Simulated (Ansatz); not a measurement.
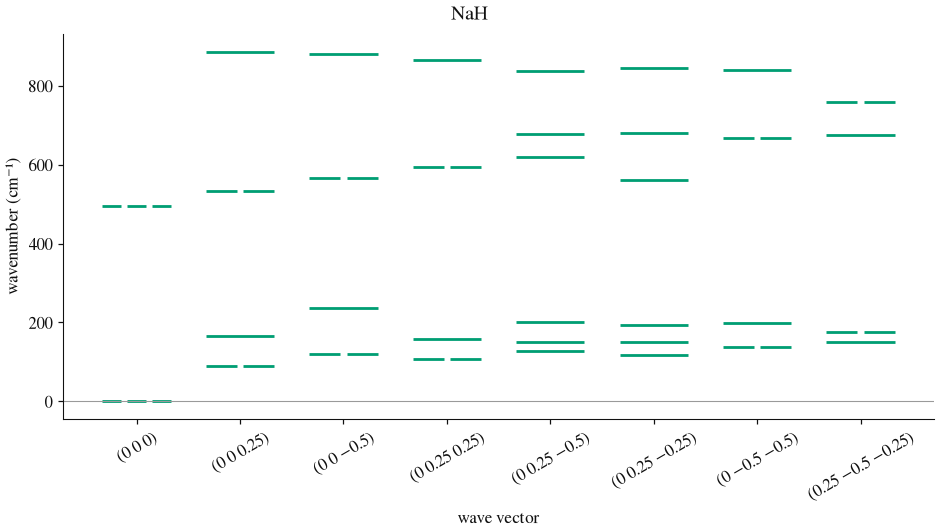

The figure shows the phonon frequencies at several wave vectors (in fractions of the reciprocal vectors of the given cell) for NaH, space group Fm-3m (No. 225) (cell built by us, not taken from a database). Imaginary frequencies are drawn as negative.

The given structure:
```
CELL_PARAMETERS angstrom
0.00000 2.41569 2.41569
2.41569 0.00000 2.41569
2.41569 2.41569 0.00000
ATOMIC_POSITIONS crystal
Na 0.50000 0.50000 0.50000
H 0.00000 0.00000 0.00000
```

How it was computed, with Ansatz 0.2.0: harmonic phonon frequencies at the irreducible points of a q mesh with atoms at rest in the given cell, q in fractions of the reciprocal cell vectors, no long-range term at q = 0, imaginary frequencies are negative, the first points where there are many; plane waves with PAW datasets. Level: PBE, no spin polarisation.

- wave cutoff: 420 eV
- k mesh: 8×8×8
- occupations: fixed
- pressure: 0 GPa
- phonon method: linear response
- q mesh: 4×4×4

> What do the frequencies say about stability?

No frequency is imaginary, so the structure is stable to these displacements at the wave vectors computed.

> Where does the highest mode lie?

The highest mode among the wave vectors computed lies at 886.9 cm⁻¹, at (0 0 0.25) (at the zone centre itself the field of polar modes is left out).
